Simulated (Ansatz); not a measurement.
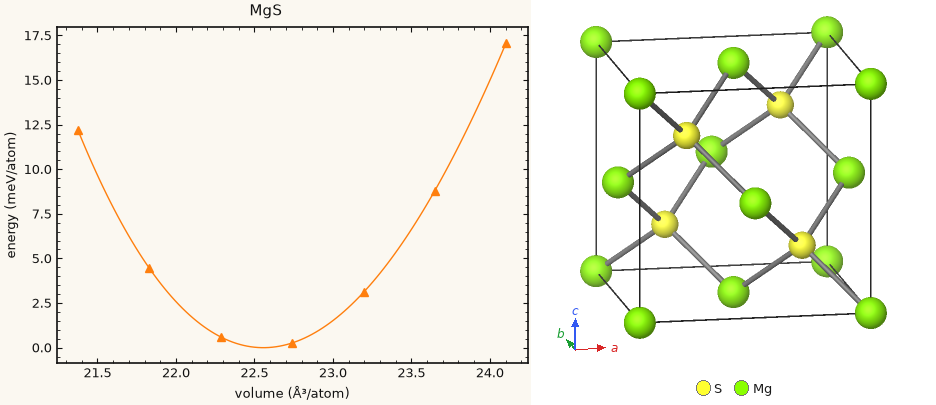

The plot gives the computed energy against volume for MgS, space group F-43m (No. 216). The conventional cell is drawn beside the plot.

Structure:
```
S Mg
1.0
     0.00000    2.83312    2.83312
     2.83312    0.00000    2.83312
     2.83312    2.83312    0.00000
S Mg
1 1
Direct
  0.25000 0.25000 0.25000
  0.00000 0.00000 0.00000
```

How it was computed, with Ansatz 0.2.0: all-electron LAPW DFT, no spin polarisation; energies at scaled volumes of the given cell, shape and fractions fixed, counted from the fit's minimum, third-order Birch-Murnaghan fit. Level: PBEsol.

| setting | value |
| --- | --- |
| k mesh | 8×8×8 |
| occupations | Fermi–Dirac |
| smearing width | 0.05 eV |
| potentials | all electron LAPW, scalar relativistic |
| program settings | basis error eV/atom 0.001 |

From this curve and the settings, what does the calculation give for the pressure at the same points?

The pressure falls from 3.46 GPa at volume 21.38 Å³/atom to −3.35 GPa at 24.10 Å³/atom, and changes sign near 22.56 Å³/atom.

| volume (Å³/atom) | pressure (GPa) |
| --- | --- |
| 21.38 | 3.46 |
| 21.83 | 2.02 |
| 22.29 | 0.72 |
| 22.74 | −0.46 |
| 23.20 | −1.52 |
| 23.65 | −2.48 |
| 24.10 | −3.35 |
